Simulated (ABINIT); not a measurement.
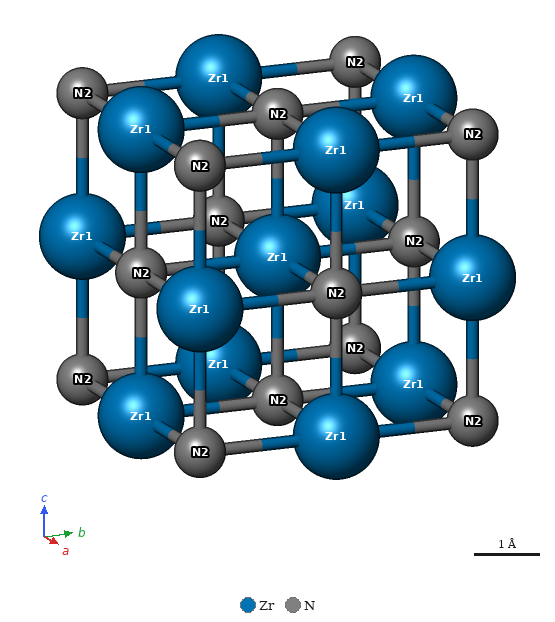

The input geometry (ball-and-stick view of the cell 4 times as large as that of the calculation, set on its symmetry axes, seen slightly off an axis; atoms are numbered from 1 in the order of the input). An atom can appear more than once, as a periodic image.

## Single-point calculation, with input and output: ZrN

ZrN (2 atoms in the cell), computed with Kohn-Sham DFT of a periodic cell, PBE, PseudoDojo NC SR PBE v0.5 standard, no spin polarisation (ABINIT 10.8.3).

The structure derives from an entry of the Crystallography Open Database.

### Input
```
# Pseudopotentials
pp_dirpath "./"
pseudos "Zr.upf, N.upf"

# Structure
acell 3*1.0 Angstrom
rprim
     0.0000000000     2.3000000000     2.3000000000
     2.3000000000     0.0000000000     2.3000000000
     2.3000000000     2.3000000000     0.0000000000
ntypat 2
znucl 40 7
natom 2
typat 1 2
xred
     0.5000000000     0.5000000000     0.5000000000
     0.0000000000     0.0000000000     0.0000000000

# Plane-wave basis
ecut 966.004212 eV

# k points
kptopt 1
ngkpt 10 10 10
nshiftk 1
shiftk 0.0 0.0 0.0

# Exchange and correlation
ixc 11

# Bands and occupations
nband 13
occopt 3
tsmear 0.00367493

# SCF cycle
nstep 100
tolvrs 1.0e-10

# Output
iomode 3
prtwf 0
prtden 0
prteig 0
prtebands 0
enunit 2
```

Launch command:
```bash
abinit run.abi > log 2>&1
```

### Output
```
.Version 10.8.3 of ABINIT
 Symmetries : space group Fm -3 m (#225); Bravais cF (face-center cubic)
================================================================================
 Values of the parameters that define the memory need of the present run
     intxc =       0    ionmov =       0      iscf =       7    lmnmax =       6
     lnmax =       6     mgfft =      36  mpssoang =       3    mqgrid =    3001
     natom =       2  nloc_mem =       1    nspden =       1   nspinor =       1
    nsppol =       1      nsym =      48    n1xccc =    2501    ntypat =       2
    occopt =       3   xclevel =       2
       mpw =        1672          nfft =       46656          nkpt =          47
================================================================================
================================================================================

--------------------------------------------------------------------------------
------------- Echo of variables that govern the present computation ------------
--------------------------------------------------------------------------------
 -outvars: echo values of preprocessed input variables --------
            acell      1.8897261259E+00  1.8897261259E+00  1.8897261259E+00 Bohr
              amu      9.12240000E+01  1.40067400E+01
             ecut      3.55000000E+01 Hartree
           enunit           2
              ixc          11
         kptrlatt       10    0    0      0   10    0      0    0   10
          kptrlen      6.14669553E+01
            natom           2
            nband          13
            ngfft          36      36      36
             nkpt          47
            nstep         100
             nsym          48
           ntypat           2
           occopt           3
           prtden           0
        prtebands           0
           prteig           0
            prtwf           0
            rprim      0.0000000000E+00  2.3000000000E+00  2.3000000000E+00
                       2.3000000000E+00  0.0000000000E+00  2.3000000000E+00
                       2.3000000000E+00  2.3000000000E+00  0.0000000000E+00
          spgroup         225
           tolvrs      1.00000000E-10
           tsmear      3.67493000E-03 Hartree
            typat      1  2
           xangst      2.3000000000E+00  2.3000000000E+00  2.3000000000E+00
                       0.0000000000E+00  0.0000000000E+00  0.0000000000E+00
            xcart      4.3463700896E+00  4.3463700896E+00  4.3463700896E+00
                       0.0000000000E+00  0.0000000000E+00  0.0000000000E+00
             xred      5.0000000000E-01  5.0000000000E-01  5.0000000000E-01
                       0.0000000000E+00  0.0000000000E+00  0.0000000000E+00
            znucl       40.00000    7.00000

================================================================================

 chkinp: Checking input parameters for consistency.

================================================================================
== DATASET  1 ==================================================================

--- !DatasetInfo
iteration_state: {dtset: 1, }
dimensions: {natom: 2, nkpt: 47, mband: 13, nsppol: 1, nspinor: 1, nspden: 1, mpw: 1672, }
cutoff_energies: {ecut:  35.5, pawecutdg:  -1.0, }
electrons: {nelect:   1.70000000E+01, charge:   0.00000000E+00, occopt:   3.00000000E+00, tsmear:   3.67493000E-03, }
meta: {optdriver: 0, ionmov: 0, optcell: 0, iscf: 7, paral_kgb: 0, }
...

 Exchange-correlation functional for the present dataset will be:
  GGA: Perdew-Burke-Ernzerhof functional - ixc=11
  J.P.Perdew, K.Burke, M.Ernzerhof, PRL 77, 3865 (1996)

 Real(R)+Recip(G) space primitive vectors, cartesian coordinates (Bohr,Bohr^-1):
 R(1)=  0.0000000  4.3463701  4.3463701  G(1)= -0.1150385  0.1150385  0.1150385
 R(2)=  4.3463701  0.0000000  4.3463701  G(2)=  0.1150385 -0.1150385  0.1150385
 R(3)=  4.3463701  4.3463701  0.0000000  G(3)=  0.1150385  0.1150385 -0.1150385
 Unit cell volume ucvol=  1.6421397E+02 bohr^3
 Angles (23,13,12)=  6.00000000E+01  6.00000000E+01  6.00000000E+01 degrees

 getcut: wavevector=  0.0000  0.0000  0.0000  ngfft=  36  36  36
         ecut(hartree)=     35.500   => boxcut(ratio)=   2.18364

--- Pseudopotential description ------------------------------------------------
- pspini: atom type   1  psp file is ./Zr.upf
12 -101130 2 -1 1622                          pspcod,pspxc,lmax,lloc,mmax
     nproj     2     2     2

- pspini: atom type   2  psp file is ./N.upf
12 -101130 1 -1 1058                          pspcod,pspxc,lmax,lloc,mmax
     nproj     2     2     0

   4.08144856E+02                                ecore*ucvol(ha*bohr**3)
--------------------------------------------------------------------------------

================================================================================

--- !BeginCycle
iteration_state: {dtset: 1, }
solver: {iscf: 7, nstep: 100, nline: 4, wfoptalg: 0, }
tolerances: {tolvrs: 1.00E-10, }
...

     iter   Etot(hartree)      deltaE(h)  residm     vres2
 ETOT  1  -60.920029859333    -6.092E+01 1.403E-01 9.118E+02
 ETOT  2  -60.667392324689     2.526E-01 2.964E-01 2.124E+03
 ETOT  3  -61.120282452028    -4.529E-01 1.072E-02 1.301E+01
 ETOT  4  -61.123471230977    -3.189E-03 1.905E-03 1.238E-01
 ETOT  5  -61.123427096244     4.413E-05 2.287E-04 3.055E-01
 ETOT  6  -61.123496076677    -6.898E-05 7.022E-04 1.655E-02
 ETOT  7  -61.123499544909    -3.468E-06 6.808E-05 5.778E-04
 ETOT  8  -61.123499673447    -1.285E-07 1.741E-04 7.968E-06
 ETOT  9  -61.123499675168    -1.721E-09 5.999E-05 6.890E-08
 ETOT 10  -61.123499675181    -1.345E-11 5.701E-05 7.102E-10
 ETOT 11  -61.123499675182    -6.324E-13 5.227E-05 3.289E-12

 At SCF step   11       vres2   =  3.29E-12 < tolvrs=  1.00E-10 =>converged.

 Cartesian components of stress tensor (hartree/bohr^3)
  sigma(1 1)=  3.47395354E-05  sigma(3 2)=  0.00000000E+00
  sigma(2 2)=  3.47395354E-05  sigma(3 1)=  0.00000000E+00
  sigma(3 3)=  3.47395354E-05  sigma(2 1)=  0.00000000E+00

--- !ResultsGS
iteration_state: {dtset: 1, }
comment   : Summary of ground state results
lattice_vectors:
- [  0.0000000,   4.3463701,   4.3463701, ]
- [  4.3463701,   0.0000000,   4.3463701, ]
- [  4.3463701,   4.3463701,   0.0000000, ]
lattice_lengths: [   6.14670,    6.14670,    6.14670, ]
lattice_angles: [ 60.000,  60.000,  60.000, ] # degrees, (23, 13, 12)
lattice_volume:   1.6421397E+02
convergence: {deltae: -6.324E-13, res2:  3.289E-12, residm:  5.227E-05, diffor: null, }
etotal    :  -6.11234997E+01
entropy   :   0.00000000E+00
fermie    :   5.02629158E-01
cartesian_stress_tensor: # hartree/bohr^3
- [  3.47395354E-05,   0.00000000E+00,   0.00000000E+00, ]
- [  0.00000000E+00,   3.47395354E-05,   0.00000000E+00, ]
- [  0.00000000E+00,   0.00000000E+00,   3.47395354E-05, ]
pressure_GPa:  -1.0221E+00
xred      :
- [  5.0000E-01,   5.0000E-01,   5.0000E-01, Zr]
- [  0.0000E+00,   0.0000E+00,   0.0000E+00,  N]
cartesian_forces: # hartree/bohr
- [ -0.00000000E+00,  -0.00000000E+00,  -0.00000000E+00, ]
- [ -0.00000000E+00,  -0.00000000E+00,  -0.00000000E+00, ]
force_length_stats: {min:   0.00000000E+00, max:   0.00000000E+00, mean:   0.00000000E+00, }
...

 Integrated electronic density in atomic spheres:
 ------------------------------------------------
 Atom  Sphere_radius  Integrated_density
    1        2.00000          8.41862568
    2        2.00000          5.18985585
================================================================================

 ----iterations are completed or convergence reached----

 Mean square residual over all n,k,spin=   24.237E-08; max=  52.267E-06
 reduced coordinates (array xred) for    2 atoms
       0.500000000000      0.500000000000      0.500000000000
       0.000000000000      0.000000000000      0.000000000000
 rms dE/dt=  0.0000E+00; max dE/dt=  0.0000E+00; dE/dt below (all hartree)
    1       0.000000000000      0.000000000000      0.000000000000
    2       0.000000000000      0.000000000000      0.000000000000

 cartesian coordinates (angstrom) at end:
    1      2.30000000000000     2.30000000000000     2.30000000000000
    2      0.00000000000000     0.00000000000000     0.00000000000000

 cartesian forces (hartree/bohr) at end:
    1     -0.00000000000000    -0.00000000000000    -0.00000000000000
    2     -0.00000000000000    -0.00000000000000    -0.00000000000000
 frms,max,avg= 0.0000000E+00 0.0000000E+00   0.000E+00  0.000E+00  0.000E+00 h/b

 cartesian forces (eV/Angstrom) at end:
    1     -0.00000000000000    -0.00000000000000    -0.00000000000000
    2     -0.00000000000000    -0.00000000000000    -0.00000000000000
 frms,max,avg= 0.0000000E+00 0.0000000E+00   0.000E+00  0.000E+00  0.000E+00 e/A
 length scales=  1.889726125908  1.889726125908  1.889726125908 bohr
              =  1.000000000000  1.000000000000  1.000000000000 angstroms
 Fermi (or HOMO) energy (hartree) =   0.50263   Average Vxc (hartree)=  -0.46695
 Eigenvalues (hartree) for nkpt=  47  k points:
 kpt#   1, nband= 13, wtk=  0.00100, kpt=  0.0000  0.0000  0.0000 (reduced coord)
  -1.32278   -0.50079   -0.50079   -0.50079   -0.09554    0.40379    0.40379    0.40379
   0.48666    0.48666    0.48666    0.55881    0.55881
      occupation numbers for kpt#   1
   2.00000    2.00000    2.00000    2.00000    2.00000    2.00000    2.00000    2.00000
   1.97440    1.97440    1.97440    0.00000    0.00000
 prteigrs : prtvol=0 or 1, do not print more k-points.

 Fermi (or HOMO) energy (eV) =  13.67724   Average Vxc (eV)= -12.70640
 Eigenvalues (   eV  ) for nkpt=  47  k points:
 kpt#   1, nband= 13, wtk=  0.00100, kpt=  0.0000  0.0000  0.0000 (reduced coord)
 -35.99475  -13.62725  -13.62725  -13.62725   -2.59976   10.98774   10.98774   10.98774
  13.24271   13.24271   13.24271   15.20598   15.20598
 prteigrs : prtvol=0 or 1, do not print more k-points.

--- !EnergyTerms
iteration_state     : {dtset: 1, }
comment             : Components of total free energy in Hartree
kinetic             :  2.14975907962644E+01
hartree             :  6.67034662319121E+00
xc                  : -1.31438721009251E+01
Ewald energy        : -5.20899979776452E+01
psp_core            :  2.48544536891364E+00
local_psp           : -3.09212492393652E+01
non_local_psp       :  4.37910773382682E+00
internal            : -6.11226287957393E+01
'-kT*entropy'       : -8.70879442519254E-04
total_energy        : -6.11234996751819E+01
total_energy_eV     : -1.66325515836747E+03
band_energy         : -3.48623360113687E+00
...

 Cartesian components of stress tensor (hartree/bohr^3)
  sigma(1 1)=  3.47395354E-05  sigma(3 2)=  0.00000000E+00
  sigma(2 2)=  3.47395354E-05  sigma(3 1)=  0.00000000E+00
  sigma(3 3)=  3.47395354E-05  sigma(2 1)=  0.00000000E+00

-Cartesian components of stress tensor (GPa)         [Pressure= -1.0221E+00 GPa]
- sigma(1 1)=  1.02207242E+00  sigma(3 2)=  0.00000000E+00
- sigma(2 2)=  1.02207242E+00  sigma(3 1)=  0.00000000E+00
- sigma(3 3)=  1.02207242E+00  sigma(2 1)=  0.00000000E+00

== END DATASET(S) ==============================================================
================================================================================

 -outvars: echo values of variables after computation  --------
            acell      1.8897261259E+00  1.8897261259E+00  1.8897261259E+00 Bohr
           etotal     -6.1123499675E+01
            fcart     -0.0000000000E+00 -0.0000000000E+00 -0.0000000000E+00
                      -0.0000000000E+00 -0.0000000000E+00 -0.0000000000E+00
            rprim      0.0000000000E+00  2.3000000000E+00  2.3000000000E+00
                       2.3000000000E+00  0.0000000000E+00  2.3000000000E+00
                       2.3000000000E+00  2.3000000000E+00  0.0000000000E+00
           strten      3.4739535365E-05  3.4739535365E-05  3.4739535365E-05
                       0.0000000000E+00  0.0000000000E+00  0.0000000000E+00
           xangst      2.3000000000E+00  2.3000000000E+00  2.3000000000E+00
                       0.0000000000E+00  0.0000000000E+00  0.0000000000E+00
             xred      5.0000000000E-01  5.0000000000E-01  5.0000000000E-01
                       0.0000000000E+00  0.0000000000E+00  0.0000000000E+00
 Calculation completed.
```

### Summary

- outcome: converged
- space group (tolerance 0.01 Å): Fm-3m (225)
- electrons treated: 17
- free energy: −1663.2552 eV
- Fermi energy: 13.677 eV
- gap on the k-point mesh: none (metallic)
- pressure: −1.02 GPa
- largest force (length of the vector): under 0.001 eV/Å
- hardware: 1 thread of Arm Neoverse V1, 24 GiB of memory available, shared host
- wall time: 37 s
- peak memory: 0.08 GiB

### Notes

Points of doubt noted for this run: cutoff too low for stress. The cell holds an odd number of electrons but the run has no spin polarisation, so a band is left half filled.
